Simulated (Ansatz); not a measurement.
**Run report: Sn32HO31 (charge −1), single-point calculation (part 2 of 2)**

Sn32HO31 (defect cell, 64 atoms in the cell, total charge −1); DFT PBE, scalar-relativistic, plane waves, PAW, spin-polarised (Ansatz 0.2.0); cutoff 420 eV, 1×1×1 k-mesh, Gaussian smearing of 0.05 eV, collinear spins. The structure derives from an entry of the Crystallography Open Database.

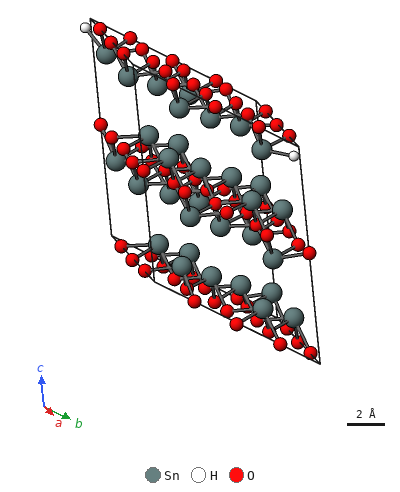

Fig. 1: The input geometry (ball-and-stick view of the cell of the calculation, seen slightly off an axis; bonded neighbours outside the cell are drawn too). An atom can appear more than once, as a periodic image.

**Output, continued**
```
--- Per-component energies (eV) ---
  E_band       = -2955.499285
  E_kinetic    = 11422.101618
  E_local      = -41564.043168  (includes V_loc(G=0)·N_el)
  E_nonlocal   = 467.300698
  E_hartree    = 22608.006424
  E_xc         = -14547.561370
  E_vxc        = -6014.737648  (∫ρ·V_xc dr)
  E_paw        = -137269.599440  (= ΣΔE_a)
  E_vpaw       = -12482.201632  (= ΣTr[D̂ρ^β])
  E_aug_tail   = 0.073243  (compensation charges beyond the density's cutoff)
  E_ewald      = -51487.441280
  E_smearing   = -0.000000  (= −TS)
  E_closure    = -0.000000  (closes the sum)
  E_deformation_potential = -15.393894  (in the stress; not in F)
  Σ components = -210371.163275   (vs F -210371.163275, Δ=0.00e0)
--- Forces (eV/Å), atoms counted from 1 ---
  atom   1  Sn     0.00045229    -0.00841376     0.18874990
  atom   2  Sn    -0.06059411     0.00066120     0.20242333
  atom   3  Sn    -0.00087454     0.01048540     0.18439979
  atom   4  Sn     0.00462463    -0.02114934     0.18982288
  atom   5  Sn     0.00654258     0.00384565     0.18242890
  atom   6  Sn    -0.01537353     0.00608999     0.19602352
  atom   7  Sn     0.00063763    -0.00745337     0.20898122
  atom   8  Sn    -0.00105441     0.01977217     0.19090048
  atom   9  Sn     0.00147926    -0.02256347     0.19018036
  atom  10  Sn    -0.00392857     0.00114495     0.18286415
  atom  11  Sn     0.01361679    -0.00173775     0.20333275
  atom  12  Sn     0.00017159     0.00552807     0.21016747
  atom  13  Sn    -0.00335768     0.02026268     0.19026822
  atom  14  Sn    -0.00832459     0.01077943     0.20653999
  atom  15  Sn     0.06577934     0.00069648     0.19678645
  atom  16  Sn     0.00347093    -0.01239442     0.20531400
  atom  17  Sn     0.01754442    -0.00173477    -0.19436749
  atom  18  Sn    -0.01504405     0.00391896    -0.20432667
  atom  19  Sn    -0.00663971     0.00517695    -0.18817222
  atom  20  Sn    -0.01156150    -0.00060965    -0.19337899
  atom  21  Sn     0.01461004    -0.01118799    -0.17256429
  atom  22  Sn     0.00877951     0.00642749    -0.21327596
  atom  23  Sn     0.00149752    -0.01773805    -0.22443346
  atom  24  Sn     0.00029060    -0.00297098    -0.17928439
  atom  25  Sn    -0.00313636    -0.00577647    -0.21344492
  atom  26  Sn    -0.00715978     0.01903004    -0.21994858
  atom  27  Sn     0.00230178     0.00099941    -0.18342900
  atom  28  Sn    -0.02119210     0.01499646    -0.16929430
  atom  29  Sn     0.01339699    -0.00210882    -0.19154322
  atom  30  Sn     0.00393107    -0.00191727    -0.18496962
  atom  31  Sn    -0.01663142     0.00024423    -0.19702131
  atom  32  Sn     0.01671307    -0.00550596    -0.19826722
  atom  33  H     -0.00527525    -0.00272374    -0.02326716
  atom  34  O      0.00535075     0.00177140     0.01598599
  atom  35  O     -0.00937072    -0.00162548     0.01752219
  atom  36  O     -0.00100183     0.00038983    -0.01059348
  atom  37  O     -0.00048310    -0.00401621    -0.02144775
  atom  38  O     -0.00130297    -0.00170573    -0.01053411
  atom  39  O      0.00604816     0.00268781     0.02101630
  atom  40  O     -0.00792345    -0.00298697     0.01320272
  atom  41  O     -0.00398465    -0.00432247     0.01615121
  atom  42  O     -0.00510554    -0.00768721     0.00604134
  atom  43  O      0.00092230    -0.00302040    -0.02139718
  atom  44  O     -0.00045498    -0.00182102    -0.00938441
  atom  45  O     -0.00255831    -0.00093951    -0.01248323
  atom  46  O      0.00700675     0.01006044     0.00269608
  atom  47  O      0.00791760     0.00279023     0.01145720
  atom  48  O     -0.00040708    -0.00133181    -0.02000621
  atom  49  O     -0.00612539     0.01982323    -0.01157518
  atom  50  O      0.00522269    -0.00130346    -0.01880655
  atom  51  O     -0.00490839    -0.00512364     0.02832940
  atom  52  O     -0.00238568    -0.02102529     0.00941733
  atom  53  O      0.00323061     0.00158701     0.02601532
  atom  54  O      0.00466610     0.02232596     0.00265404
  atom  55  O      0.00873922    -0.01609902    -0.01731330
  atom  56  O     -0.00217129     0.00202213    -0.02037059
  atom  57  O     -0.00621408    -0.00137705    -0.00433236
  atom  58  O      0.00299611     0.00219880     0.00454586
  atom  59  O     -0.00599699    -0.00594841    -0.00804780
  atom  60  O     -0.00218034    -0.00053307     0.01651460
  atom  61  O      0.00525504     0.00715060    -0.00663943
  atom  62  O      0.00570513    -0.00195473     0.01727865
  atom  63  O      0.00312582     0.00552323    -0.00498387
  atom  64  O      0.00069617     0.00041722     0.01088365
  max |Σ_I F_I| component: 9.00e-6 eV/Å
--- Band table (eV) ---
  k-point 0 ↑: bands = ["-12.0809", "-12.0707", "-12.0354", "-12.0279", "-12.0268", "-12.0108", "-12.0021", "-11.9918", "-11.9916", "-11.9910", ... 173 levels left out ..., "-8.0981", "-8.0884", "-8.0553", "-8.0435", "-8.0376", "-8.0364", "-7.7052", "-7.5901", "0.6324", "1.0350", "1.0371", "1.1767", "1.2008", "1.2609", "1.4191", "1.4298", "1.4395", "1.4627", "1.4833", "1.5473", "1.5677", "1.6788", "2.2952", "2.2997", "2.3424", "2.3598", "2.3824", "2.4978", "2.5494",
      "2.5500", "2.6203", "2.7930", "2.8162", "2.8164", "2.8226", "2.8657", "2.9397", "2.9725", "2.9732", "3.5812", "3.6388", "3.6622", "3.6629", "3.6704", "3.7161", "3.7362", "3.7609", "3.8801", "3.8959", "4.1464", "4.1542", "4.1575", "4.3609", "4.3879", "4.6235", "4.6244", "4.6323", "4.8282", "4.8367", "4.8915", "4.9868", "5.0301", "5.0339", "5.1732", "5.1820", "5.2076", "5.2311", "5.2512", "5.2602",
      "5.2605", "5.2957", "5.2965", "5.3057", "5.3184", "5.3304", "5.3563", "5.3935", "5.4049", "5.4611", "5.5484", "5.5548", "5.5615", "5.5658", "5.6218", "5.8779", "6.0378", "6.1040", "6.2857", "6.4586", "6.5817", "6.5831", "6.6246", "6.6384", "6.6477", "6.6564", "6.6804", "6.6988", "6.8512", "6.8720", "6.9339", "6.9668", "7.0067", "7.0845", "7.1051", "7.1075", "7.1757", "7.1901", "7.2013", "7.2325",
      "7.2769", "7.2835", "7.2847", "7.2992", "7.4243", "7.4385", "7.4521", "7.5586", "7.5606", "7.6862", "7.9320", "7.9417", "8.0336", "8.0741", "8.1045", "8.1050", "8.5862", "8.6225", "8.6308", "8.6363", "8.6519", "8.7036", "8.7071", "8.7188", "9.6366", "9.8097", "10.2162", "11.0455", "11.5168", "11.5520", "11.8327", "11.8762", "11.9046", "11.9067", "11.9332", "11.9455", "12.0205", "12.0460", "12.0677", "12.1558",
      "12.1794", "12.2489", "12.3031", "12.3143", "12.3318", "12.3334", "12.3491", "12.3661", "12.3701", "12.4390", "12.6792", "12.7354", "12.8062", "12.9819", "13.0503", "13.0659", "13.1528", "13.2128", "13.2654", "13.5653", "13.6001", "13.6178", "13.6249", "13.6479", "13.6932", "13.8119", "14.0055", "14.1109", "14.1805", "14.3839", "14.4023", "14.5298", "14.6290", "14.9129", "15.0567", "15.1420", "15.1455", "15.1917", "15.2119", "15.2363",
      "15.2657", "15.2685", "15.2819", "15.3480", "15.3657", "15.4156", "15.4389", "15.5828", "15.6580", "15.6990", "15.7015"]
  k-point 0 ↓: bands = ["-12.0809", "-12.0707", "-12.0354", "-12.0279", "-12.0268", "-12.0108", "-12.0021", "-11.9918", "-11.9916", "-11.9910", ... 173 levels left out ..., "-8.0981", "-8.0884", "-8.0553", "-8.0435", "-8.0376", "-8.0364", "-7.7052", "-7.5901", "0.6324", "1.0350", "1.0371", "1.1767", "1.2008", "1.2609", "1.4191", "1.4298", "1.4395", "1.4627", "1.4833", "1.5473", "1.5677", "1.6788", "2.2952", "2.2997", "2.3424", "2.3598", "2.3824", "2.4979", "2.5494",
      "2.5500", "2.6203", "2.7930", "2.8162", "2.8164", "2.8226", "2.8657", "2.9397", "2.9725", "2.9732", "3.5812", "3.6388", "3.6622", "3.6629", "3.6704", "3.7161", "3.7362", "3.7609", "3.8801", "3.8959", "4.1464", "4.1542", "4.1575", "4.3609", "4.3879", "4.6235", "4.6244", "4.6323", "4.8282", "4.8367", "4.8915", "4.9868", "5.0301", "5.0339", "5.1732", "5.1820", "5.2076", "5.2311", "5.2512", "5.2602",
      "5.2605", "5.2957", "5.2965", "5.3057", "5.3184", "5.3304", "5.3563", "5.3935", "5.4049", "5.4611", "5.5484", "5.5548", "5.5615", "5.5658", "5.6218", "5.8779", "6.0378", "6.1040", "6.2857", "6.4586", "6.5817", "6.5831", "6.6246", "6.6384", "6.6477", "6.6564", "6.6804", "6.6988", "6.8512", "6.8720", "6.9339", "6.9668", "7.0067", "7.0845", "7.1051", "7.1075", "7.1757", "7.1901", "7.2013", "7.2325",
      "7.2769", "7.2835", "7.2847", "7.2992", "7.4243", "7.4385", "7.4521", "7.5586", "7.5606", "7.6862", "7.9320", "7.9417", "8.0336", "8.0740", "8.1045", "8.1050", "8.5862", "8.6225", "8.6308", "8.6363", "8.6519", "8.7036", "8.7071", "8.7188", "9.6366", "9.8097", "10.2162", "11.0455", "11.5168", "11.5520", "11.8327", "11.8762", "11.9046", "11.9067", "11.9332", "11.9455", "12.0205", "12.0460", "12.0677", "12.1558",
      "12.1794", "12.2489", "12.3031", "12.3143", "12.3318", "12.3334", "12.3491", "12.3661", "12.3701", "12.4390", "12.6792", "12.7354", "12.8062", "12.9819", "13.0503", "13.0659", "13.1528", "13.2128", "13.2654", "13.5653", "13.6001", "13.6178", "13.6249", "13.6479", "13.6932", "13.8119", "14.0055", "14.1109", "14.1805", "14.3839", "14.4023", "14.5298", "14.6290", "14.9129", "15.0567", "15.1420", "15.1455", "15.1917", "15.2119", "15.2363",
      "15.2657", "15.2685", "15.2819", "15.3480", "15.3657", "15.4156", "15.4389", "15.5828", "15.6580", "15.6990", "15.7015"]
--- Löwdin populations: 64 sites ---
  site symbol       q [e]    m [muB]
     0     Sn     13.2033     0.0000
     1     Sn     13.2911    -0.0000
     2     Sn     13.2033     0.0000
     3     Sn     13.2227    -0.0000
     4     Sn     13.2094     0.0000
     5     Sn     13.2056     0.0000
     6     Sn     13.2134    -0.0000
     7     Sn     13.2220    -0.0000
     8     Sn     13.2221    -0.0000
     9     Sn     13.2095     0.0000
    10     Sn     13.2054     0.0000
    11     Sn     13.2134    -0.0000
    12     Sn     13.2229    -0.0000
    13     Sn     13.2032     0.0000
    14     Sn     13.2911    -0.0000
    15     Sn     13.2030     0.0000
    16     Sn     13.2001     0.0000
    17     Sn     13.1995     0.0000
    18     Sn     13.2197    -0.0000
    19     Sn     13.2192    -0.0000
    20     Sn     13.2929     0.0000
    21     Sn     13.2153    -0.0000
    22     Sn     13.2237    -0.0000
    23     Sn     13.2154     0.0000
    24     Sn     13.2153    -0.0000
    25     Sn     13.2238    -0.0000
    26     Sn     13.2152     0.0000
    27     Sn     13.2928     0.0000
    28     Sn     13.2194    -0.0000
    29     Sn     13.2197    -0.0000
    30     Sn     13.2003     0.0000
    31     Sn     13.2002     0.0000
    32      H      1.1977    -0.0000
    33      O      6.7571     0.0000
    34      O      6.7580    -0.0000
    35      O      6.7508     0.0000
    36      O      6.7492     0.0000
    37      O      6.7509     0.0000
    38      O      6.7580    -0.0000
    39      O      6.7512     0.0000
    40      O      6.7572     0.0000
    41      O      6.7484     0.0000
    42      O      6.7562    -0.0000
    43      O      6.7525     0.0000
    44      O      6.7559     0.0000
    45      O      6.7483     0.0000
    46      O      6.7512     0.0000
    47      O      6.7494     0.0000
    48      O      6.7559     0.0000
    49      O      6.7591    -0.0000
    50      O      6.7605     0.0000
    51      O      6.7561     0.0000
    52      O      6.7604     0.0000
    53      O      6.7560     0.0000
    54      O      6.7558     0.0000
    55      O      6.7590    -0.0000
    56      O      6.7603     0.0000
    57      O      6.7604     0.0000
    58      O      6.7591    -0.0000
    59      O      6.7603     0.0000
    60      O      6.7591    -0.0000
    61      O      6.7603     0.0000
    62      O      6.7603     0.0000
    63      O      6.7604     0.0000
  spilling = 0.003540 (of n_electrons = 636.000000)
--- Bader charges: 64 sites ---
  site symbol  charge [e]  shift [e]    m [muB]
     0     Sn      1.2260     0.0025     0.0000
     1     Sn      1.1000     0.0027     0.0000
     2     Sn      1.2260     0.0025     0.0000
     3     Sn      1.2037     0.0018     0.0000
     4     Sn      1.2166     0.0022     0.0000
     5     Sn      1.2214     0.0026     0.0000
     6     Sn      1.2232     0.0023     0.0000
     7     Sn      1.2046     0.0018     0.0000
     8     Sn      1.2045     0.0018     0.0000
     9     Sn      1.2163     0.0022     0.0000
    10     Sn      1.2215     0.0026     0.0000
    11     Sn      1.2232     0.0023     0.0000
    12     Sn      1.2034     0.0018     0.0000
    13     Sn      1.2262     0.0026     0.0000
    14     Sn      1.0998     0.0027     0.0000
    15     Sn      1.2265     0.0026     0.0000
    16     Sn      1.2215     0.0026     0.0000
    17     Sn      1.2222     0.0027     0.0000
    18     Sn      1.2061     0.0018     0.0000
    19     Sn      1.2068     0.0018     0.0000
    20     Sn      1.1430     0.0017     0.0000
    21     Sn      1.2145     0.0022     0.0000
    22     Sn      1.2077     0.0022     0.0000
    23     Sn      1.2165     0.0023     0.0000
    24     Sn      1.2146     0.0022     0.0000
    25     Sn      1.2075     0.0022     0.0000
    26     Sn      1.2167     0.0023     0.0000
    27     Sn      1.1429     0.0017     0.0000
    28     Sn      1.2065     0.0018     0.0000
    29     Sn      1.2059     0.0018     0.0000
    30     Sn      1.2215     0.0026     0.0000
    31     Sn      1.2216     0.0026     0.0000
    32      H     -0.4559     0.0005     0.0000
    33      O     -1.2630     0.0026     0.0000
    34      O     -1.2650     0.0024     0.0000
    35      O     -1.2563     0.0020     0.0000
    36      O     -1.2521     0.0024     0.0000
    37      O     -1.2564     0.0020     0.0000
    38      O     -1.2650     0.0024     0.0000
    39      O     -1.2606     0.0029     0.0000
    40      O     -1.2630     0.0026     0.0000
    41      O     -1.2551     0.0025     0.0000
    42      O     -1.2617     0.0022     0.0000
    43      O     -1.2617     0.0027     0.0000
    44      O     -1.2614     0.0023     0.0000
    45      O     -1.2551     0.0025     0.0000
    46      O     -1.2606     0.0029     0.0000
    47      O     -1.2524     0.0024     0.0000
    48      O     -1.2566     0.0017     0.0000
    49      O     -1.2609     0.0023     0.0000
    50      O     -1.2631     0.0025     0.0000
    51      O     -1.2567     0.0017     0.0000
    52      O     -1.2630     0.0025     0.0000
    53      O     -1.2565     0.0017     0.0000
    54      O     -1.2565     0.0017     0.0000
    55      O     -1.2608     0.0024     0.0000
    56      O     -1.2628     0.0023     0.0000
    57      O     -1.2631     0.0025     0.0000
    58      O     -1.2609     0.0023     0.0000
    59      O     -1.2627     0.0023     0.0000
    60      O     -1.2610     0.0023     0.0000
    61      O     -1.2628     0.0023     0.0000
    62      O     -1.2627     0.0023     0.0000
    63      O     -1.2631     0.0025     0.0000
  estimated error of the sums over rays = 5.1e-4 e
```

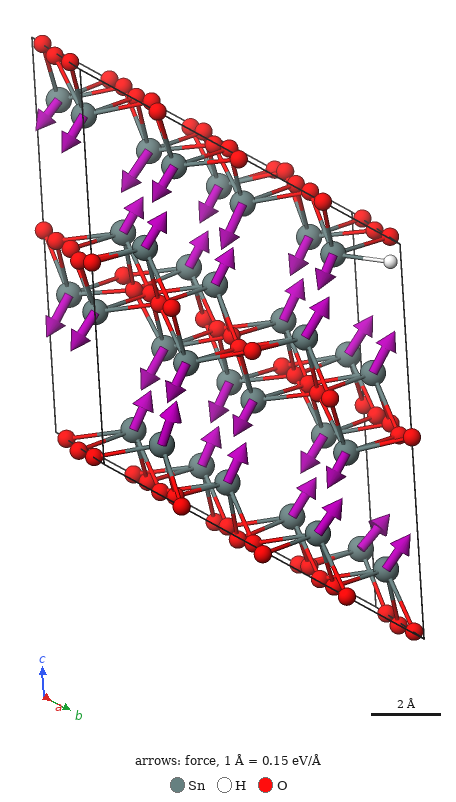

Fig. 2: Forces on the atoms as pink arrows (ball-and-stick view of the cell of the calculation, seen at an oblique angle); the smallest are left out. The largest act on Sn23 (0.23 eV/Å); Sn26 (0.22 eV/Å); Sn2, Sn7, Sn12, Sn22, Sn25 (0.21 eV/Å); Sn14, Sn15, Sn16 (0.21 eV/Å), among others. Atoms are counted from 1 in the order of the input and aren't labelled in the picture. 

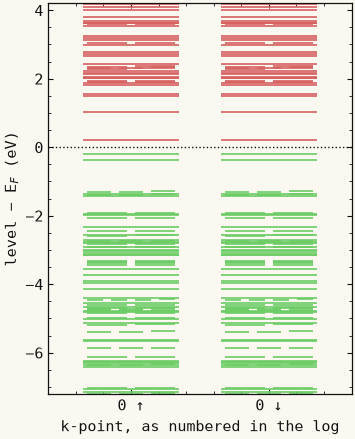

Fig. 3: Kohn–Sham levels near the Fermi level (dotted) at the few k-points that the log prints; levels within 0.02 eV of each other stand side by side. Among these points the highest filled and lowest empty levels are 0.41 eV apart, which is the gap on the mesh.

**Results in brief**

- outcome: converged
- electrons treated: 636
- free energy: −210371.1633 eV
- Fermi energy: 10.013 eV
- gap on the k-point mesh: 0.41 eV
- net moment of the cell: 0.00 μB
- integrated absolute moment: 0.00 μB
- largest force (length of the vector): 0.225 eV/Å
- hardware: 8 threads of Arm Neoverse N1, 98 GiB of memory available, shared host
- wall time: 2.5 min (CPU time 19 min)
- peak memory: 2.5 GiB

**Remarks**

Warnings of the run: some starting moments were not kept. The cell is charged and computed with a neutralising background, so its energy and pressure depend on the cell and aren't those of a real crystal. So coarse a mesh can miss the band edges, so the true gap of this method can be much smaller, or zero. The k-point mesh is coarse for a cell of this size, so the results may not be converged.
